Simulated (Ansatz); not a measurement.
**Al$_{2}$O$_{3}$: density, localisation and related maps**

Input file:

```
crystal:
  lattice:
    - [2.9963160491, 0.0, 0.0]
    - [-1.4981580246, 2.5948858163, 0.0]
    - [0.0, 0.0, 7.4489467441]
  atoms:
    - { symbol: Al, position: [0.0, 0.0, 0.2752945179] }
    - { symbol: Al, position: [0.0, 0.0, 0.7247054821] }
    - { symbol: O, position: [0.3333333333, 0.6666666667, 0.1953369158] }
    - { symbol: O, position: [0.6666666667, 0.3333333333, 0.8046630842] }
    - { symbol: O, position: [0.0, 0.0, 0.5] }
basis:
  ecutwfc: 420
kpoints:
  mp_grid: { grid: [12, 12, 4] }
hamiltonian:
  xc: pbe
  dispersion: d3bj
scf:
  occupations: { method: gaussian, width: 0.05 }
output:
  forces: true
  stress: true
  eigenvalues: true
  write_density: true
  write_potential: true
  elf: true
  volumetric_format: npy
```

Command:

```sh
ansatz run input.yaml --threads 1 --pin off --max-ram 2560MiB --backend cpu --events-out ev --progress --plain --runs-dir out
```

Below, planes, directions and counts refer to the conventional cell (a = 3.00 Å, b = 3.00 Å, c = 7.45 Å, α = 90.00°, β = 90.00°, γ = 120.00°).

Space group P-3m1; a structure from a database of computed crystals, not necessarily the ambient phase.

These are results of DFT PBE+D3(BJ), scalar-relativistic, plane waves, PAW (Ansatz 0.2.0), not measurements.

In a PAW calculation such maps are meaningful between the atoms, not at the nuclei.

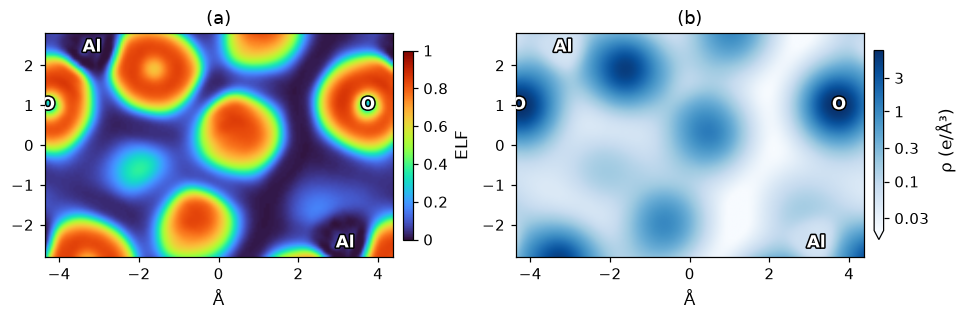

Figure 1. (a) electron localisation function; (b) valence pseudo-density on the (111) plane of the conventional cell.

What does the map show?

The plane passes through Al and O nuclei.
Atoms just off the plane (Al, 0.7 Å away and O, 0.3 Å away) can leave unmarked features too.
Al–O (1.83 Å): ρ is about 0.68 e/Å³ halfway; the ELF peaks at about 0.85 in the valence shell of O, 0.7 Å from its nucleus, and is about 0.85 at the midpoint.
Between the atoms the lowest density in this plane is 0.01 e/Å³.
The ELF also peaks beside O, away from the bonds: lone-pair regions.

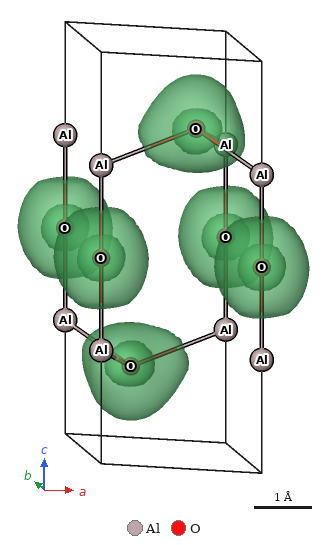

Figure 2. Isosurface of the electron localisation function at 0.75 (green), seen slightly off an axis. Only the valence region is drawn (cores and ρ < 0.01 e/Å³ removed). Sticks mark near contacts.

Where are the electrons localised?

The ELF exceeds this value in three regions on O in which the atom's valence shell and bonds are merged, counted in one cell of 5 atoms. Regions shared between cells count once.


Al–O (1.67 Å): the ELF peaks at about 0.85 in the valence shell of O, 0.6 Å from its nucleus, and is about 0.80 at the midpoint.

Metal or insulator at this level of theory?

It is gapped, with a Kohn–Sham gap of 2.4 eV on the k-point mesh, an upper bound to the gap of this method.
